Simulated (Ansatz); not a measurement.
Single-point calculation, with input and output: AgCl

- system: AgCl (Fm-3m, 2 atoms in the cell)
- method: DFT PBEsol, scalar-relativistic, plane waves, PAW, no spin polarisation (Ansatz 0.2.0)

The structure derives from an entry of the Crystallography Open Database. It belongs to a series of runs on one base structure; here: bands on a fine mesh, Fermi surface.

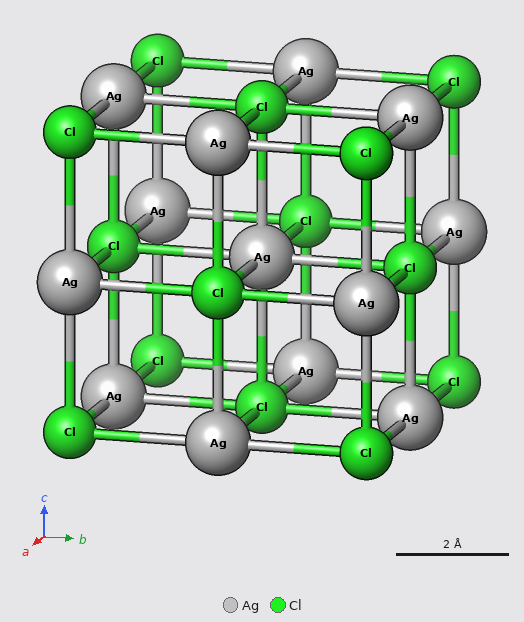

The input geometry (ball-and-stick view of the cell 4 times as large as that of the calculation, set on its symmetry axes, seen slightly off an axis). An atom can appear more than once, as a periodic image. Near neighbours in the periodic cell (some may lie outside the picture): Ag has 6 Cl at 2.77 Å; Cl has 6 Ag at 2.77 Å.

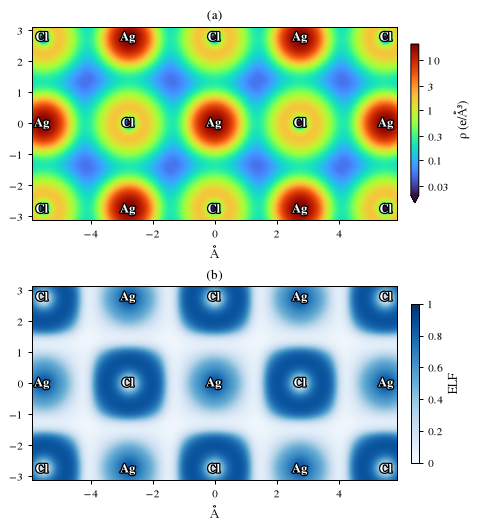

(a) valence charge density (pseudo); (b) ELF on the (010) plane of the conventional cell. Atoms in the plane: Ag and Cl. Away from the nuclei the density in this plane falls to 0.05 e/Å³ at its lowest. The strong features right at Ag lie inside the PAW spheres (semicore, d or f shells) and say nothing about bonding. In a PAW calculation such maps are meaningful between the atoms, not at the nuclei.

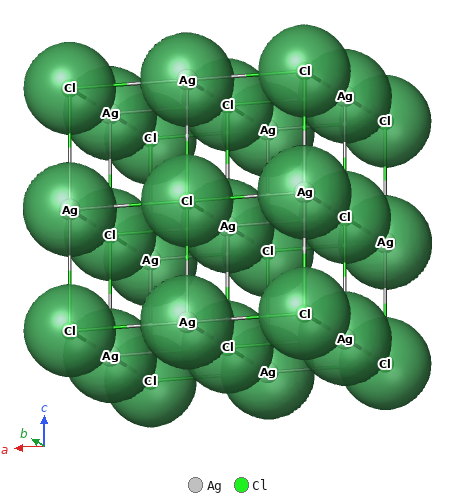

Isosurface of the valence pseudo-density at 0.5 e/Å³ (green), seen at an oblique angle. Sticks mark near contacts. The outline is the cell set on symmetry axes. At this value the density breaks into separate islands; it holds about 80 % of the electrons treated as valence (semicore included). It is pinched off along the Ag–Cl (2.77 Å) contacts. On the grid the lowest density along these lines, outside the cores, is 0.23 e/Å³ (Ag–Cl, 2.77 Å).

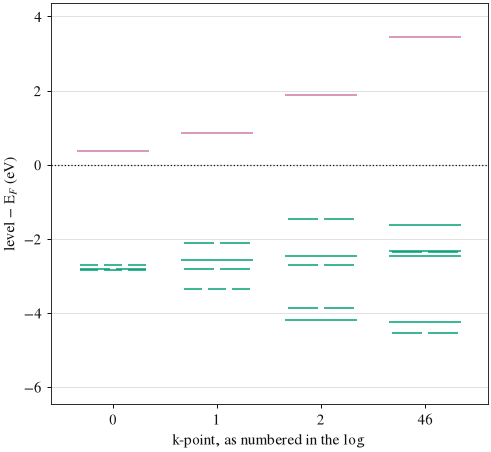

Kohn–Sham levels near the Fermi level (dotted) at the few k-points that the log prints; levels within 0.02 eV of each other stand side by side. Among these points the highest filled and lowest empty levels are 1.84 eV apart; the gap on the full mesh, 0.73 eV, has an edge at a point that isn't printed.

The input and output of the run follow.

Input
```yaml
crystal:
  lattice:
    - [0.0, 2.7731489427, 2.7731489427]
    - [2.7731489427, 0.0, 2.7731489427]
    - [2.7731489427, 2.7731489427, 0.0]
  atoms:
    - { symbol: Ag, position: [0.5, 0.5, 0.5] }
    - { symbol: Cl, position: [0.0, 0.0, 0.0] }
basis:
  ecutwfc: 420
  ecutrho_ratio: 4
kpoints:
  mp_grid: { grid: [10, 10, 10] }
hamiltonian:
  xc: pbesol
scf:
  occupations: { method: gaussian, width: 0.05 }
output:
  forces: true
  stress: true
  eigenvalues: true
  eigenstates:
    nscf_kmesh: { grid: [18, 18, 18] }
    de_dk: true
    e_range: [-2.5, 3.232554198791]
  write_density: true
  write_potential: true
  elf: true
  volumetric_format: npy
```

Launched with:
```bash
ansatz run input.yaml --threads 4 --pin off --max-ram 9216MiB --backend cpu --events-out ev --progress --plain --runs-dir out
```

Log
```
Engine: ansatz 0.2.0, x86_64-unknown-linux-gnu
Pseudopotentials: kind: paw
Pseudopotential: Ag, paw, valence charge 19, recommended cutoff 420 eV (normal), Ag.paw.azcp
Pseudopotential: Cl, paw, valence charge 7, recommended cutoff 420 eV (normal), Cl.paw.azcp
Functional definition: PBEsol
  exchange = pbesol_x
  correlation = pbesol_c
Crystal: 2 atoms, lattice volume = 42.653 Å³
Basis set: ecut = 420 eV, 869 PW (Γ), exchange–correlation on 54×54×54 points (8 copies of the dense FFT grid, shifted against one another)
Bands: 17, of which v1, the nominal top of the filled ones, is band 13 counted from 1 (12 counted from 0)
Symmetry: 48 space group operations
Space group: Fm-3m (ITA 225), of the structure as read, at distance tolerance 3.5e-5 Å
k-points: 47 of 1000
Non-local potential: Ag, projectors of the file, l = 0: 3, l = 1: 2, l = 2: 2, l = 3: 1
Non-local potential: Cl, projectors of the file, l = 0: 2, l = 1: 2, l = 2: 2
PAW form: soft (Blöchl's): semilocal exchange-correlation on the pseudo side does not see the compensation charge
PAW frozen core: Ag, regenerated for the run's functional, and the local potential with it (the file was generated under x = pbe(κ = 0.804, μ = 0.2195149727645171), c = pbe(β = 0.06672455060314922))
PAW frozen core: Cl, regenerated for the run's functional, and the local potential with it (the file was generated under x = pbe(κ = 0.804, μ = 0.2195149727645171), c = pbe(β = 0.06672455060314922))
PAW one-centre angular grid: Ag, 590 points (default); XC on 64 Gauss nodes
PAW one-centre angular grid: Cl, 110 points (default); XC on 64 Gauss nodes
Initial density: superposition of atomic densities (neutral atoms: chi_scale 0, normalization atom), corrected by the library's trained network
Initial wavefunctions: pseudopotential atomic-orbital guess
Functional: x = pbesol(κ = 0.804, μ = 0.12345679012345678), c = pbesol(β = 0.046)
SCF iter   1: F=—  HF=-8583.793291 eV  |F-HF|=—  |Δ(HF+E_count)|=         —  Δρ=7.40e-3  dr2=2.57e-2  ethr=1.77e-3  ⟨swp⟩=5.7  Hψ=3825  notcnv=0
preconditioner: auto → none  [insulator: Δε(μ)=0.639 eV  Ē_g=10.749 eV  σ=0.050 eV  W_gap=1.00  n_scr=14 (ndim 8)  ℏωp=24.1 eV  f_vac=0.031  D(μ)=0.00/eV (n_scr^D=0)  ε∞_Penn≈6.0]
SCF iter   2: F=—  HF=-8583.785854 eV  |F-HF|=—  |Δ(HF+E_count)|=   7.44e-3  Δρ=2.18e-3  dr2=9.34e-4  ethr=9.87e-5  ⟨swp⟩=2.1  Hψ=1736  notcnv=0
SCF iter   3: F=—  HF=-8583.785595 eV  |F-HF|=—  |Δ(HF+E_count)|=   2.60e-4  Δρ=8.13e-4  dr2=1.75e-4  ethr=3.59e-6  ⟨swp⟩=2.0  Hψ=1361  notcnv=0
SCF iter   4: F=—  HF=-8583.785567 eV  |F-HF|=—  |Δ(HF+E_count)|=   2.77e-5  Δρ=3.62e-4  dr2=3.43e-5  ethr=6.74e-7  ⟨swp⟩=2.0  Hψ=1071  notcnv=0
SCF iter   5: F=—  HF=-8583.785561 eV  |F-HF|=—  |Δ(HF+E_count)|=   6.22e-6  Δρ=3.51e-5  dr2=3.52e-7  ethr=1.32e-7  ⟨swp⟩=2.9  Hψ=1390  notcnv=0
SCF iter   6: F=—  HF=-8583.785561 eV  |F-HF|=—  |Δ(HF+E_count)|=   4.69e-7  Δρ=4.85e-6  dr2=8.08e-9  ethr=1.35e-9  ⟨swp⟩=2.1  Hψ=1158  notcnv=0
SCF iter   7: F=—  HF=-8583.785561 eV  |F-HF|=—  |Δ(HF+E_count)|=  1.49e-10  Δρ=4.64e-7  dr2=3.70e-11  ethr=3.11e-11  ⟨swp⟩=2.5  Hψ=1228  notcnv=0
SCF iter   8: F=-8583.785561 eV  HF=-8583.785561 eV  |F-HF|=0.00e0  |Δ(HF+E_count)|=  3.64e-12  Δρ=2.28e-8  dr2=9.05e-14  ethr=1.00e-12  ⟨swp⟩=5.1  Hψ=3220  notcnv=0
SCF 1 converged in 8 iterations: F = -8583.785561 eV  dr2 = 9.05e-14
  greatest PAW one-centre occupation: 1.001 electrons in one spin orbital (limit 2), on the Ag atom at site 0 (counted from 0), in its partial waves of l = 0
NSCF: frozen V_eff on 195 k-points
SCF converged after 8 iterations
Free energy (F): -8583.785561 eV
Harris-Foulkes:  -8583.785561 eV  (|F-HF|=0.00e0)
Internal energy: -8583.785561 eV  (E = F + TS)
E sigma→0 (E₀):  -8583.785561 eV
Fermi energy:    8.365820 eV
--- Per-component energies (eV) ---
  E_band       = -361.494344
  E_kinetic    = 688.008668
  E_local      = -3209.938684  (includes V_loc(G=0)·N_el)
  E_nonlocal   = 115.711283
  E_hartree    = 1405.452295
  E_xc         = -287.001201
  E_vxc        = -352.211476  (∫ρ·V_xc dr)
  E_paw        = -4479.912872  (= ΣΔE_a)
  E_vpaw       = -413.969109  (= ΣTr[D̂ρ^β])
  E_aug_tail   = 0.000392  (compensation charges beyond the density's cutoff)
  E_ewald      = -2816.506612
  E_core_change = 0.401171  (= ΣΔE_core)
  E_smearing   = -0.000000  (= −TS)
  E_closure    = -0.000000  (closes the sum)
  Σ components = -8583.785561   (vs F -8583.785561, Δ=0.00e0)
--- Forces (eV/Å), atoms counted from 1 ---
  atom   1  Ag     0.00000000    -0.00000000    -0.00000000
  atom   2  Cl    -0.00000000    -0.00000000     0.00000000
  max |Σ_I F_I| component: 1.40e-28 eV/Å
--- Stress (GPa, compression-positive) ---
       -2.643295       0.000000       0.000000
        0.000000      -2.643295      -0.000000
       -0.000000       0.000000      -2.643295
  P = ⅓ Tr σ = -2.6433 GPa (-26.433 kbar)
--- Band table (eV; the first three rows and the last of 47) ---
  k-point 0: bands = ["-81.6582", "-45.2155", "-45.2155", "-45.2155", "-7.1453", "5.5207", "5.5207", "5.5207", "5.5590", "5.5590", "5.6671", "5.6671", "5.6671", "8.7286", "18.5689", "18.5689", "18.5689"]
  k-point 1: bands = ["-81.6582", "-45.2158", "-45.2155", "-45.2155", "-7.1051", "5.0093", "5.0120", "5.0120", "5.5581", "5.5581", "5.7861", "6.2576", "6.2576", "9.2284", "17.5912", "18.4110", "18.4110"]
  k-point 2: bands = ["-81.6582", "-45.2165", "-45.2157", "-45.2157", "-6.9970", "4.1674", "4.5070", "4.5070", "5.6483", "5.6483", "5.8969", "6.8921", "6.8921", "10.2548", "16.2198", "17.5290", "17.5290"]
  k-point 46: bands = ["-81.6581", "-45.2177", "-45.2172", "-45.2167", "-6.6425", "3.8233", "3.8262", "4.1150", "5.8883", "6.0088", "6.0197", "6.0317", "6.7390", "11.8093", "15.6028", "15.8477", "16.1944"]
--- Fermi surface from the table of eigenstates not read: on its mesh, or on one of the eight of every second point, the electrons fill whole bands (an insulator's do; a metal wants a denser output.eigenstates.nscf_kmesh) ---
```

Summary

- outcome: converged
- space group (tolerance 0.01 Å): Fm-3m (225)
- electrons treated: 26
- free energy: −8583.7856 eV
- Fermi energy: 8.366 eV
- gap on the k-point mesh: 0.73 eV
- pressure: −2.64 GPa
- largest force (length of the vector): under 0.001 eV/Å
- hardware: 4 threads of AMD EPYC (Zen 5), 16 GiB of memory available, shared host
- wall time: 0.91 s (CPU time 2.9 s)
- peak memory: 0.43 GiB
